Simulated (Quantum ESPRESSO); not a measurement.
# KCl (Sylvite): the LO frequency by hand

Aim: work out the LO frequency and the static dielectric constant of KCl (Sylvite) from one linear-response run, then check them.

Main program and level: Quantum ESPRESSO 7.5; DFT LDA, scalar-relativistic, plane waves, PseudoDojo norm-conserving pseudopotentials.

### Step 1. The relaxed structure

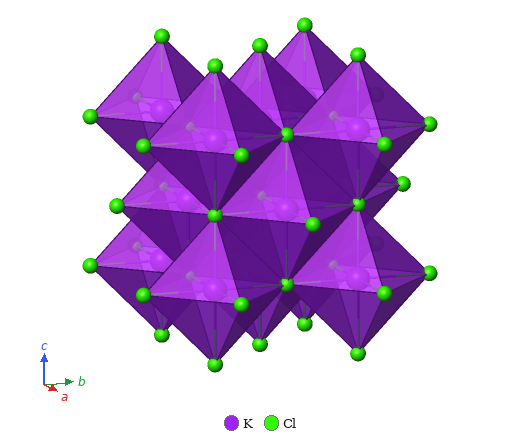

The cell as given, slightly off an axis (potassium purple, chlorine green). This picture shows the conventional cell, with its axes. Some periodic images of atoms are drawn too.

Coordinates:

```cif
data_structure
_symmetry_space_group_name_H-M 'Fm-3m'
_symmetry_Int_Tables_number 225
_cell_length_a 6.0751
_cell_length_b 6.0751
_cell_length_c 6.0751
_cell_angle_alpha 90.000
_cell_angle_beta 90.000
_cell_angle_gamma 90.000
_cell_volume 224.21
loop_
_atom_site_label
_atom_site_type_symbol
_atom_site_symmetry_multiplicity
_atom_site_Wyckoff_symbol
_atom_site_fract_x
_atom_site_fract_y
_atom_site_fract_z
_atom_site_occupancy
K1 K 4 a 0.00000 0.00000 0.00000 1
Cl1 Cl 4 b 0.00000 0.50000 0.00000 1
```

This is the cell after its relaxation at this level of theory, not the database cell from which that began.

### Step 2. What the response run gave

A linear-response run on the relaxed cell, with the response to an electric field; only its zone-centre results are used. Cutoff 79 Ry, k mesh 8×8×8.

Output:

```text
[banners, grids, parts of the stress and lines that vanish by symmetry left out]
Program PHONON v.7.5
     Reading xml data from directory:

[...]
Exchange-correlation= PW
                           (   1   4   0   0   0   0   0)
[...]
(   8 q-points):
[...]
kinetic-energy cut-off    =      79.0000  Ry
     charge density cut-off    =     316.0000  Ry
     convergence threshold     =      1.0E-18
[...]
Exchange-correlation= PW
                           (   1   4   0   0   0   0   0)
[...]
q = (   0.0000000   0.0000000   0.0000000 )
     49 Sym.Ops. (with q -> -q+G )
     G cutoff = 1054.9373  (  35749 G-vectors)     FFT grid: ( 45, 45, 45)
     number of k points=    29
[...]
Mode symmetry, O_h (m-3m)  point group:
[...]
Dielectric constant
[...]
End of electric fields calculation
          Dielectric constant in cartesian axis
          (       2.511617162       0.000000000       0.000000000 )
          (       0.000000000       2.511617162       0.000000000 )
          (       0.000000000       0.000000000       2.511617162 )
          Effective charges (d Force / dE) in cartesian axis without acoustic sum rule applied (asr)
           atom    1  K     Mean Z*:        1.10949
      Ex  (        1.10949        0.00000       -0.00000 )
      Ey  (       -0.00000        1.10949       -0.00000 )
      Ez  (        0.00000        0.00000        1.10949 )
           atom    2  Cl    Mean Z*:       -1.11005
      Ex  (       -1.11005       -0.00000       -0.00000 )
      Ey  (       -0.00000       -1.11005        0.00000 )
      Ez  (        0.00000        0.00000       -1.11005 )
          Effective charges Sum: Mean:       -0.00057
[...]
Effective charges (d Force / dE) in cartesian axis with asr applied:
           atom    1  K     Mean Z*:        1.10977
[...]
atom    2  Cl    Mean Z*:       -1.10977
[...]
Representation #   1 modes #   1   2   3
[...]
End of self-consistent calculation
     Convergence has been achieved
     Representation #   2 modes #   4   5   6
[...]
End of self-consistent calculation
     Convergence has been achieved
[...]
Dielectric constant in cartesian axis
          (       2.511617162       0.000000000       0.000000000 )
          (       0.000000000       2.511617162       0.000000000 )
          (       0.000000000       0.000000000       2.511617162 )
          Effective charges (d Force / dE) in cartesian axis without acoustic sum rule applied (asr)
           atom    1  K     Mean Z*:        1.10949
[...]
Mode symmetry, C_s (m)     point group:
[...]
q = (    0.750000000  -0.250000000   0.750000000 )
[...]
Mode symmetry, C_s (m)     point group:
     freq (   1-   1) =         79.9  [cm-1]   --> A''
     freq (   2-   2) =         99.5  [cm-1]   --> A'
     freq (   3-   3) =        114.5  [cm-1]   --> A'
     freq (   4-   4) =        153.7  [cm-1]   --> A''
     freq (   5-   5) =        160.0  [cm-1]   --> A'
     freq (   6-   6) =        168.3  [cm-1]   --> A'
[...]
Mode symmetry, C_2v (mm2)  point group:
[...]
q = (    0.500000000   0.000000000   0.500000000 )
[...]
Mode symmetry, C_2v (mm2)  point group:
     freq (   1-   1) =         68.0  [cm-1]   --> B_2  D_4  S_4
     freq (   2-   2) =        115.8  [cm-1]   --> B_1  D_3  S_3
     freq (   3-   3) =        125.6  [cm-1]   --> B_1  D_3  S_3
     freq (   4-   4) =        136.6  [cm-1]   --> A_1  D_1  S_1
     freq (   5-   5) =        166.4  [cm-1]   --> B_2  D_4  S_4
     freq (   6-   6) =        167.8  [cm-1]   --> A_1  D_1  S_1
[...]
Mode symmetry, D_4h(4/mmm) point group:
[...]
Convergence has been achieved
[...]
Convergence has been achieved
[...]
Convergence has been achieved
[...]
Convergence has been achieved
[...]
q = (    0.000000000  -1.000000000   0.000000000 )
[...]
freq (    5) =       4.973938 [THz] =     165.912722 [cm-1]
     freq (    6) =       5.132110 [THz] =     171.188746 [cm-1]
[...]
Mode symmetry, D_4h(4/mmm) point group:
     freq (   1-   2) =         56.6  [cm-1]   --> E_u  X_5' M_5'
     freq (   3-   3) =        105.1  [cm-1]   --> A_2u X_4' M_4'
     freq (   4-   5) =        165.9  [cm-1]   --> E_u  X_5' M_5'
     freq (   6-   6) =        171.2  [cm-1]   --> A_2u X_4' M_4'
[...]
Mode symmetry, D_2d (-42m) point group:
[...]
Representation #   1 mode #   1
[...]
Convergence has been achieved
     Representation #   2 mode #   2
[...]
Convergence has been achieved
     Representation #   3 modes #   3   4
[...]
End of self-consistent calculation
     Convergence has been achieved
     Representation #   4 modes #   5   6
[...]
End of self-consistent calculation
     Convergence has been achieved
[...]
q = (   -0.500000000  -1.000000000   0.000000000 )
[...]
freq (    1) =       2.563185 [THz] =      85.498633 [cm-1]
     freq (    2) =       2.563185 [THz] =      85.498633 [cm-1]
     freq (    3) =       3.872972 [THz] =     129.188425 [cm-1]
     freq (    4) =       4.032055 [THz] =     134.494879 [cm-1]
     freq (    5) =       5.056790 [THz] =     168.676356 [cm-1]
     freq (    6) =       5.056790 [THz] =     168.676356 [cm-1]
[...]
Mode symmetry, D_2d (-42m) point group:
     freq (   1-   2) =         85.5  [cm-1]   --> E    X_5  W_3
     freq (   3-   3) =        129.2  [cm-1]   --> B_2  X_3  W_2
     freq (   4-   4) =        134.5  [cm-1]   --> A_1  X_1  W_1
     freq (   5-   6) =        168.7  [cm-1]   --> E    X_5  W_3

   JOB DONE.
```

| quantity | value |
| --- | --- |
| cell volume Ω (Å³) | 56.052 |
| mass of K (u) | 39.098 |
| mass of Cl (u) | 35.450 |
| Born charge of K, raw (e) | 1.109 |
| Born charge of Cl, raw (e) | -1.110 |
| ε∞ | 2.512 |
| ω(TO) after the sum rule (cm⁻¹) | 161.5 |

### Step 3. The calculation

The charges must sum to zero over the cell; taking off their mean, 0.000 e, leaves Z* = 1.110 e on K. In the polar mode K moves against Cl, so the reduced mass is μ = 39.10 × 35.45 / 74.55 = 18.592 u.

A longitudinal wave builds up a field that adds to the restoring force: ω(LO)² = ω(TO)² + 4π Z*² / (μ Ω ε∞), in Hartree atomic units. With μ = 33892 electron masses and Ω = 378.26 bohr³ the second term is 4.8064e-07 Ha², or 23152 cm⁻² (1 Ha = 219474.6 cm⁻¹).

So ω(LO) = √(26092 + 23152) = 221.9 cm⁻¹, and by the Lyddane-Sachs-Teller relation ε₀ = ε∞ (ω(LO)/ω(TO))² = 4.74.

### Step 4. Check against the program

The analysis program adds the same non-analytic term to the full matrix, here for q along (1 0 0).

Output:

```text
[banner, memory and clock lines left out]
Program DYNMAT v.7.5

     Reading Dynamical Matrix from file x.dyn1
     ...Force constants read
     ...epsilon and Z* read

     Polarizability (A^3 units)
     multiply by 0.664950 for Clausius-Mossotti correction
         6.742552    0.000000    0.000000
         0.000000    6.742552    0.000000
         0.000000    0.000000    6.742552

     IR activities are in (D/A)^2/amu units

# mode   [cm-1]    [THz]      IR
    1     -0.00   -0.0000    0.0000
    2     -0.00   -0.0000    0.0000
    3     -0.00   -0.0000    0.0000
    4    161.53    4.8426    1.5283
    5    161.53    4.8426    1.5283
    6    221.91    6.6528    1.5283
```

ε₀ comes from the program's run without a direction of q.

| quantity | by hand | program |
| --- | --- | --- |
| ω(LO) (cm⁻¹) | 221.9 | 221.9 |
| ε₀ | 4.74 | 4.74 |

### Step 5. Summary of results

* TO mode: 161.5 cm⁻¹
* LO mode: 221.9 cm⁻¹
* static dielectric constant: 4.740

The LO mode of KCl (Sylvite) lies at 222 cm⁻¹, 60 cm⁻¹ above the TO mode; the formula meets the program within 0.1 cm⁻¹, as it must for a cubic crystal with one polar mode. ω(LO)² − ω(TO)² goes with Z*²/ε∞: an error of 5 % in ε∞ would move the LO mode by 2.5 cm⁻¹, and semilocal functionals tend to overestimate ε∞. These are harmonic values at zero temperature, at the volume of this functional, for the structure held cubic; stability elsewhere in the zone is no part of this calculation.

[Host names and launcher messages were left out of these logs when they were recorded.]

[Logs are printed without paths, hosts, clocks, repeated set-up lines and the standing remarks that a program may print on its own settings, such as how far it seeks lower states.]

[Hosts, paths, dates, database ids (printed as entryN), source tags and the programs' standing remarks are cut or masked in the printed files.]
